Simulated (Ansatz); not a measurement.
## Run report: Ti2O, geometry relaxation (part 1 of 2)

System: Ti2O (P-3m1, 3 atoms in the cell).
Method: DFT r2SCAN, scalar-relativistic, plane waves, PAW, no spin polarisation (Ansatz 0.2.0).

The structure derives from an entry of the Crystallography Open Database. Figures and captions count atoms from 1; the log counts them from 0 in places.

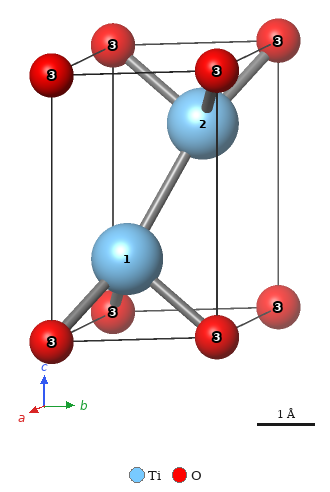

**Figure 1.** The structure as given in the input (ball-and-stick view of the cell of the calculation, seen slightly off an axis; atoms are numbered from 1 in the order of the input).

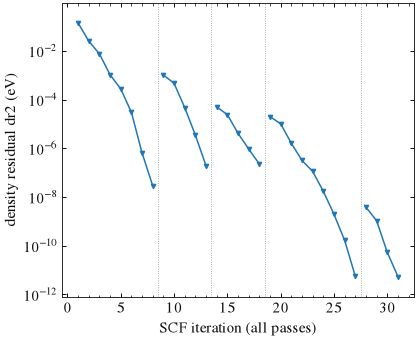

**Figure 2.** Convergence of the self-consistent field: density residual dr2 against the SCF iteration. The dotted lines part the SCF passes of the relaxation: geometry steps, rejected trials and re-solves on a re-selected basis. The 5 passes take 4 to 9 iterations each, 31 in all.

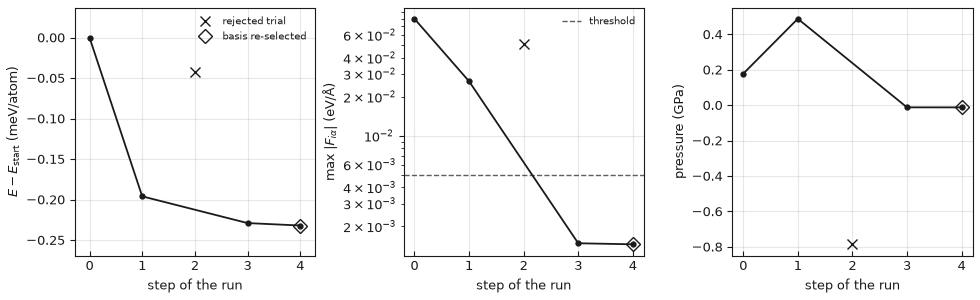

**Figure 3.** Progress of the relaxation, step by step (the first geometry is step 0 here and step 1 in the log). Over 3 geometry steps the energy falls by 0.2 meV per atom. Largest force component: 0.08 eV/Å at the start, 0.0015 eV/Å at the end. Pressure: 0.18 GPa at the start and −0.01 GPa at the end. The line search rejected the trial step at point 2 (counted from 0) and went back. The largest moves relative to the cell, 0.006 Å, are those of Ti1 and Ti2. O stays in place. Distances before and after: Ti1–Ti2 2.808 → 2.803 Å, Ti1–O3 2.136 → 2.140 Å. The space group stays P-3m1 (No. 164). A last SCF at the same geometry on a re-selected plane-wave basis shifts the energy by next to nothing (0.0 meV per atom). (Atoms are counted from 1 in the order of the input.)

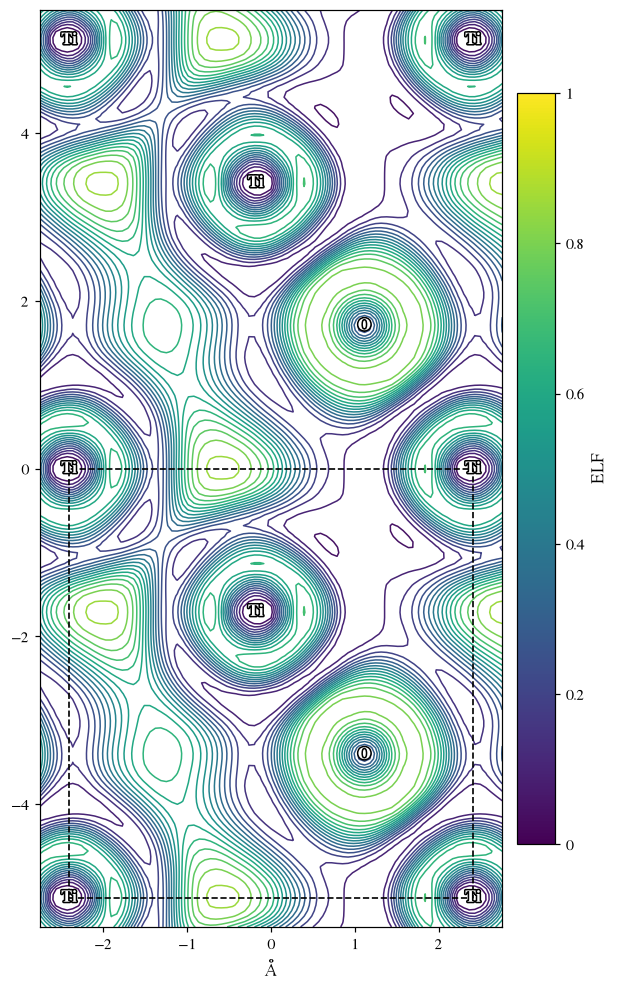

**Figure 4.** Electron localisation function on the (110) plane of the conventional cell. Ti–O (2.14 Å): the ELF is about 0.10 at the midpoint (no shared pair; the contact is polar). Ti–Ti (2.80 Å): the ELF is about 0.25 at the midpoint (no shared electron pair).  The strong features right at Ti lie inside the PAW spheres (semicore, d or f shells) and say nothing about bonding. Core electrons are frozen (PAW), so the fields are smoothed inside the atomic spheres.

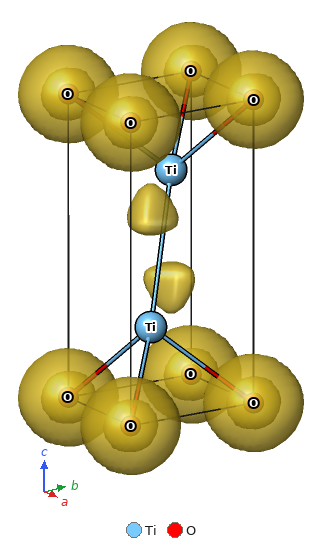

**Figure 5.** Isosurface of the electron localisation function at 0.75 (yellow), seen slightly off an axis. Core shells and regions of very low density are left out. Sticks mark near contacts. The outline is the cell set on symmetry axes. Values along the shortest contacts: Ti–O (2.14 Å): the ELF is about 0.10 at the midpoint (a polar contact without a shared pair, in a metal). Ti–Ti (2.80 Å): the ELF is about 0.25 at the midpoint; no localised pair between them.

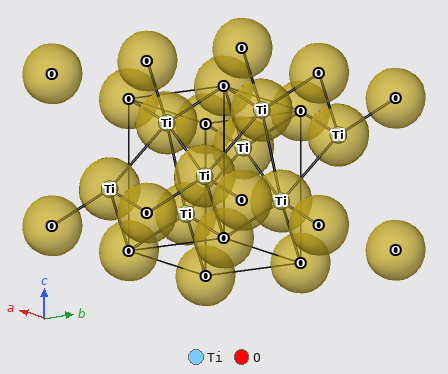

**Figure 6.** Isosurface of the valence pseudo-density at 0.6 e/Å³ (yellow), seen at an oblique angle. Sticks mark near contacts. The outline is the cell set on symmetry axes. At this value the density breaks into separate islands; it holds about 75 % of the electrons treated as valence (semicore included). It is pinched off along the Ti–O (2.14 Å) and Ti–Ti (2.80 Å) contacts. On the grid the lowest density along these lines, outside the cores, is 0.42 e/Å³ (Ti–O, 2.14 Å) and 0.23 e/Å³ (Ti–Ti, 2.80 Å).

These pictures come from the run below.

Input:
```yaml
crystal:
  lattice:
    - [2.9552489599, 0.0, 0.0]
    - [-1.47762448, 2.5593206738, 0.0]
    - [0.0, 0.0, 4.7996840595]
  atoms:
    - { symbol: Ti, position: [0.6666666667, 0.3333333333, 0.2676625808] }
    - { symbol: Ti, position: [0.3333333333, 0.6666666667, 0.7323374192] }
    - { symbol: O, position: [0.0, 0.0, 0.0] }
basis:
  ecutwfc: 500
kpoints:
  mp_grid: { grid: [18, 18, 10] }
hamiltonian:
  xc: r2scan
scf:
  occupations: { method: gaussian, width: 0.1 }
output:
  forces: true
  stress: true
  eigenvalues: true
  write_density: true
  write_potential: true
  elf: true
  volumetric_format: npy
relax:
  adjacent_minimum: "off"
  f_tol: 0.005
  max_steps: 80
  cell: { stress_tol: 0.05 }
```

Run as:
```bash
ansatz run input.yaml --threads 1 --pin off --max-ram 2560MiB --backend cpu --events-out ev --progress --plain --runs-dir out
```

Output:
```
Engine: ansatz 0.2.0, x86_64-unknown-linux-gnu
Pseudopotentials: kind: paw
Pseudopotential: Ti, paw, valence charge 12, recommended cutoff 500 eV (meta_gga), Ti.paw.azcp
Pseudopotential: O, paw, valence charge 6, recommended cutoff 500 eV (meta_gga), O.paw.azcp
Functional definition: r2SCAN
  parameter k0 = 0.174
  parameter k1 = 0.065
  parameter a1 = 4.9479
  exchange = r2scan_x(k0 = k0, k1 = k1, a1 = a1)
  correlation = r2scan_c
Crystal: 3 atoms, lattice volume = 36.302 Å³
Basis set: ecut = 500 eV, 941 PW (Γ), exchange–correlation on 96×96×144 points (64 copies of the dense FFT grid, shifted against one another)
Bands: 19, of which v1, the nominal top of the filled ones, is band 15 counted from 1 (14 counted from 0)
Symmetry: 12 space group operations
Space group: P-3m1 (ITA 164), of the structure as read, at distance tolerance 3.3e-5 Å
k-points: 330 of 3240
Non-local potential: Ti, projectors of the file, l = 0: 3, l = 1: 2, l = 2: 3, l = 3: 1
Non-local potential: O, projectors of the file, l = 0: 2, l = 1: 2, l = 2: 1
PAW form: soft (Blöchl's): semilocal exchange-correlation on the pseudo side does not see the compensation charge
PAW frozen core: Ti, regenerated for the run's functional (the file was generated under x = pbe(κ = 0.804, μ = 0.2195149727645171), c = pbe(β = 0.06672455060314922))
PAW frozen core: O, regenerated for the run's functional (the file was generated under x = pbe(κ = 0.804, μ = 0.2195149727645171), c = pbe(β = 0.06672455060314922))
PAW one-centre angular grid: Ti, 590 points (default); XC on 160 Gauss nodes
PAW one-centre angular grid: O, 302 points (default); XC on 160 Gauss nodes
Initial density: superposition of atomic densities (neutral atoms: chi_scale 0, normalization atom), corrected by the library's trained network
Initial wavefunctions: pseudopotential atomic-orbital guess
Functional: x = r2scan, c = r2scan; τ floored in thin density (d = 2e-4 eV/Å³)
SCF iter   1: F=—  HF=-5580.585802 eV  |F-HF|=—  |Δ(HF+E_count)|=         —  Δρ=1.96e-2  dr2=1.37e-1  dr2_τ=1.03e-1  ethr=1.77e-3  ⟨swp⟩=4.2  Hψ=23855  notcnv=0
preconditioner: auto → Kerker (q_TF=auto, 2.643 Å⁻¹)  [metal: Δε(μ)=0.007 eV  Ē_g=8.833 eV  σ=0.100 eV  W_gap=0.04  n_scr=10 (ndim 8)  ℏωp=23.1 eV  f_vac=0.000  D(μ)=0.98/eV (n_scr^D=2)]
SCF iter   2: F=—  HF=-5580.697498 eV  |F-HF|=—  |Δ(HF+E_count)|=   1.12e-1  Δρ=8.07e-3  dr2=2.49e-2  dr2_τ=2.09e-3  ethr=4.55e-4  ⟨swp⟩=2.0  Hψ=12540  notcnv=0
SCF iter   3: F=—  HF=-5580.697655 eV  |F-HF|=—  |Δ(HF+E_count)|=   1.57e-4  Δρ=3.88e-3  dr2=7.47e-3  dr2_τ=2.99e-4  ethr=8.30e-5  ⟨swp⟩=2.0  Hψ=7581  notcnv=0
SCF iter   4: F=—  HF=-5580.697834 eV  |F-HF|=—  |Δ(HF+E_count)|=   1.79e-4  Δρ=1.63e-3  dr2=1.03e-3  dr2_τ=8.94e-5  ethr=2.49e-5  ⟨swp⟩=2.0  Hψ=8001  notcnv=0
SCF iter   5: F=—  HF=-5580.697694 eV  |F-HF|=—  |Δ(HF+E_count)|=   1.40e-4  Δρ=6.84e-4  dr2=2.71e-4  dr2_τ=2.36e-5  ethr=3.42e-6  ⟨swp⟩=2.0  Hψ=8539  notcnv=0
SCF iter   6: F=—  HF=-5580.697654 eV  |F-HF|=—  |Δ(HF+E_count)|=   4.01e-5  Δρ=2.58e-4  dr2=2.97e-5  dr2_τ=1.03e-6  ethr=9.03e-7  ⟨swp⟩=2.0  Hψ=8170  notcnv=0
SCF iter   7: F=—  HF=-5580.697651 eV  |F-HF|=—  |Δ(HF+E_count)|=   2.74e-6  Δρ=4.63e-5  dr2=6.35e-7  dr2_τ=4.79e-8  ethr=9.90e-8  ⟨swp⟩=2.0  Hψ=8461  notcnv=0
SCF iter   8: F=-5580.697651 eV  HF=-5580.697651 eV  |F-HF|=7.08e-9  |Δ(HF+E_count)|=   9.96e-8  Δρ=9.54e-6  dr2=2.86e-8  dr2_τ=1.52e-9  ethr=3.33e-10  ⟨swp⟩=8.9  Hψ=40567  notcnv=0
SCF 1 converged in 8 iterations: F = -5580.697651 eV  dr2 = 2.86e-8
  greatest PAW one-centre occupation: 1.001 electrons in one spin orbital (limit 2), on the Ti atom at site 1 (counted from 0), in its partial waves of l = 1
relax step   1: F+E_penalty+E_count = -5580.69765100 eV  Δ(F+E_penalty+E_count) = +0.000e0 eV  max|allowed force component| = 8.003e-2 eV/Å  Δτ_max = 0.0000 Å  P = +0.178 GPa  Ω = 36.302 Å³  (8 SCF iters, dr2 threshold 1.00e-7 eV, accepted)
Crystal: 3 atoms, lattice volume = 36.230 Å³
Initial density: handed on by an earlier stage of this run
Initial wavefunctions: those handed on with the density
iter 1 solved again at ethr=3.54e-6 eV; its pass at ethr=3.10e-3 eV (dr2=1.06e-3 eV) is discarded
SCF iter   1: F=—  HF=-5580.696908 eV  |F-HF|=—  |Δ(HF+E_count)|=         —  Δρ=1.10e-3  dr2=1.02e-3  dr2_τ=3.02e-3  ethr=3.54e-6  ⟨swp⟩=2.9  Hψ=40067  notcnv=0
preconditioner: auto → Kerker (q_TF=auto, 2.644 Å⁻¹)  [metal: Δε(μ)=0.007 eV  Ē_g=8.607 eV  σ=0.100 eV  W_gap=0.04  n_scr=10 (ndim 8)  ℏωp=23.1 eV  f_vac=0.000  D(μ)=0.95/eV (n_scr^D=2)]
SCF iter   2: F=—  HF=-5580.698355 eV  |F-HF|=—  |Δ(HF+E_count)|=   1.45e-3  Δρ=6.47e-4  dr2=4.60e-4  dr2_τ=3.89e-6  ethr=3.39e-6  ⟨swp⟩=2.2  Hψ=10006  notcnv=0
SCF iter   3: F=—  HF=-5580.698249 eV  |F-HF|=—  |Δ(HF+E_count)|=   1.06e-4  Δρ=2.21e-4  dr2=4.66e-5  dr2_τ=2.44e-6  ethr=1.53e-6  ⟨swp⟩=2.3  Hψ=8038  notcnv=0
SCF iter   4: F=—  HF=-5580.698238 eV  |F-HF|=—  |Δ(HF+E_count)|=   1.08e-5  Δρ=9.49e-5  dr2=3.46e-6  dr2_τ=2.82e-7  ethr=1.55e-7  ⟨swp⟩=2.0  Hψ=7548  notcnv=0
SCF iter   5: F=-5580.698239 eV  HF=-5580.698239 eV  |F-HF|=1.77e-8  |Δ(HF+E_count)|=   6.32e-7  Δρ=2.76e-5  dr2=1.89e-7  dr2_τ=2.45e-8  ethr=1.00e-9  ⟨swp⟩=6.4  Hψ=38097  notcnv=0
SCF 2 converged in 5 iterations: F = -5580.698239 eV  dr2 = 1.89e-7
relax step   2: F+E_penalty+E_count = -5580.69823890 eV  Δ(F+E_penalty+E_count) = -5.879e-4 eV  max|allowed force component| = 2.635e-2 eV/Å  Δτ_max = 0.0046 Å  P = +0.488 GPa  Ω = 36.230 Å³  energy of the carried Pulay correction = +5.233e-5 eV  (5 SCF iters, dr2 threshold 3.00e-7 eV, accepted)
Crystal: 3 atoms, lattice volume = 36.451 Å³
iter 1 solved again at ethr=1.64e-7 eV; its pass at ethr=3.10e-3 eV (dr2=4.92e-5 eV) is discarded
```
